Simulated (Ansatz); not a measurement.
Input file:

```
crystal:
  lattice:
    - [-2.45, 4.243524, 5.4]
    - [4.9, 0.0, 5.4]
    - [4.9, 8.487049, 0.0]
  atoms:
    - { symbol: Si, position: [0.09883333, 0.56783333, 0.95058333] }
    - { symbol: Si, position: [0.40116668, 0.93216666, 0.03391668] }
    - { symbol: Si, position: [0.0, 0.0, 0.2655] }
    - { symbol: O, position: [0.31933326, 0.46933324, 0.96683338] }
    - { symbol: O, position: [0.18066675, 0.03066675, 0.11116663] }
    - { symbol: O, position: [0.92916661, 0.52616656, 0.11041675] }
    - { symbol: O, position: [0.5655001, 0.31250007, 0.14224998] }
    - { symbol: O, position: [0.93449994, 0.18749989, 0.33125008] }
    - { symbol: O, position: [0.57083343, 0.9738334, 0.08808332] }
    - { symbol: Si, position: [0.09883333, 0.56783333, 0.45058334] }
    - { symbol: Si, position: [0.40116668, 0.93216666, 0.53391668] }
    - { symbol: Si, position: [0.0, 0.0, 0.7655] }
    - { symbol: O, position: [0.31933326, 0.46933324, 0.46683339] }
    - { symbol: O, position: [0.18066675, 0.03066675, 0.61116663] }
    - { symbol: O, position: [0.92916661, 0.52616656, 0.61041675] }
    - { symbol: O, position: [0.5655001, 0.31250007, 0.64224998] }
    - { symbol: O, position: [1.06550011, -0.18749994, 0.89225] }
    - { symbol: O, position: [0.57083343, 0.9738334, 0.58808331] }
    - { symbol: Si, position: [0.59883335, 0.06783332, 0.20058336] }
    - { symbol: Si, position: [0.90116669, 0.43216664, 0.2839167] }
    - { symbol: Si, position: [0.50000001, 0.49999999, 0.51550002] }
    - { symbol: O, position: [0.81933327, 0.96933323, 0.21683341] }
    - { symbol: O, position: [0.68066677, 0.53066673, 0.36116665] }
    - { symbol: O, position: [0.42916659, 0.02616657, 0.36041673] }
    - { symbol: O, position: [0.06550008, 0.81250008, 0.39224996] }
    - { symbol: O, position: [0.43449993, 0.68749991, 0.58125006] }
    - { symbol: O, position: [0.07083342, 0.47383342, 0.33808329] }
    - { symbol: Si, position: [0.59883335, 0.06783332, 0.70058336] }
    - { symbol: Si, position: [0.90116669, 0.43216664, 0.7839167] }
    - { symbol: Si, position: [0.50000001, 0.49999999, 0.01550002] }
    - { symbol: O, position: [0.81933327, 0.96933323, 0.71683341] }
    - { symbol: O, position: [0.68066677, 0.53066673, 0.86116665] }
    - { symbol: O, position: [0.42916659, 0.02616657, 0.86041672] }
    - { symbol: O, position: [0.43449993, 0.6874999, 0.08125006] }
    - { symbol: O, position: [0.07083342, 0.47383342, 0.83808329] }
total_charge: -2
basis:
  ecutwfc: 420.0
kpoints:
  mp_grid: { grid: [2, 2, 2] }
hamiltonian:
  xc: pbe
  pseudopotentials: { kind: paw, azcp: { folder: soft_1 } }
scf:
  occupations: { method: fermi_dirac, width: 0.02 }
  lower_state_search: "off"
relax:
  f_tol: 0.03
  max_steps: 60
  adjacent_minimum: "off"
output:
  write_density: true
  write_potential: true
  elf: true
  volumetric_format: npy
```

Run with:

```sh
ansatz run input.yaml --threads 4 --pin off --max-ram 10240MiB --backend cpu --events-out ev --progress --plain --runs-dir out
```

The fields are those of the run's last geometry, not of the input's.

PAW files of the earlier set (soft_1).

Level of theory: DFT PBE, scalar-relativistic, plane waves, PAW (Ansatz 0.2.0).

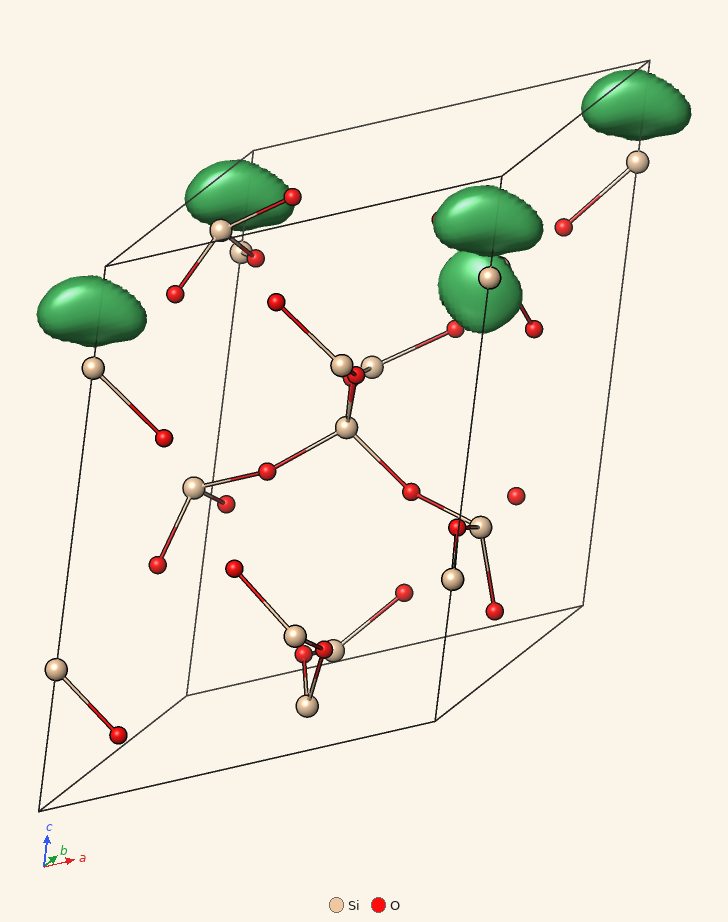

Si12O23 (cell charge −2, with a compensating background) (cell with a defect). Isosurface of the electron localisation function at 0.9 (green), seen slightly off an axis. Core shells and regions of very low density are left out. Sticks mark near contacts.

### Describe the localisation domains.

The ELF exceeds this value in one lobe on Si, pointing away from the bonds (lone pairs) and one region wrapped around Si (its valence shell), counted in one cell of 35 atoms. Regions shared between cells count once. Profiles from the grid: Si–O (1.58 Å): the ELF peaks at about 0.85 between the atoms; a polar covalent bond. Si–O (1.62 Å): the ELF peaks at about 0.85 between the atoms; a short, strongly polar bond.

### Metal or insulator at this level of theory?

It is gapped, with a Kohn–Sham gap of 1.2 eV on the k-point mesh (the band edges may lie off the mesh, which would make the gap smaller).
